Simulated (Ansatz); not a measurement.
System: Na₃H.

```yaml
crystal:
  lattice:
    - [4.72109, 0.00000, 0.00000]
    - [0.00000, 4.72109, 0.00000]
    - [0.00000, 0.00000, 4.71702]
  atoms:
    - { symbol: Na, position: [0.00000, 0.50000, 0.50000] }
    - { symbol: Na, position: [0.50000, 0.00000, 0.50000] }
    - { symbol: Na, position: [0.50000, 0.50000, 0.00000] }
    - { symbol: H, position: [0.00000, 0.00000, 0.00000] }
```

Space group Pm-3m; a structure generated by program, which may or may not match a known phase.

The calculation used DFT PBE, scalar-relativistic, plane waves, PAW (Ansatz 0.2.0).

What can the converged valence pseudo-density and electron localisation function tell about the bonding?

Answer. Na–H (3.34 Å): ρ is about 0.03 e/Å³ halfway; the ELF climbs to about 1 towards the hydrogen.

Metal or insulator at this level of theory?

Answer. It is gapless in this calculation (a metal or semimetal).

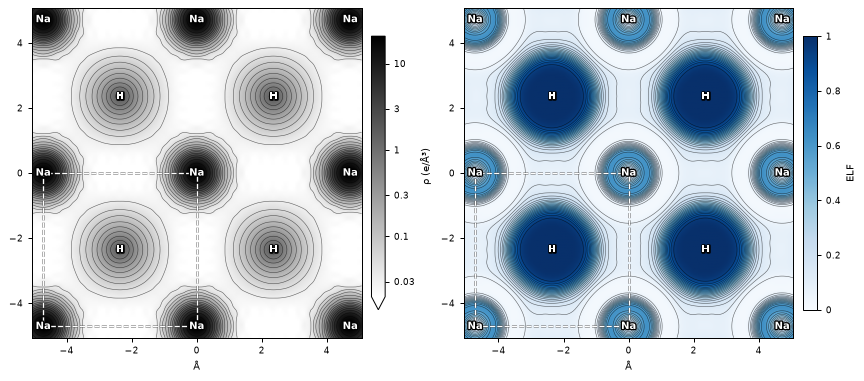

Computed valence pseudo-density and electron localisation function on the (010) plane of the conventional cell, in this order. 

Core electrons are frozen (PAW), and the valence fields are smoothed inside the atomic spheres.
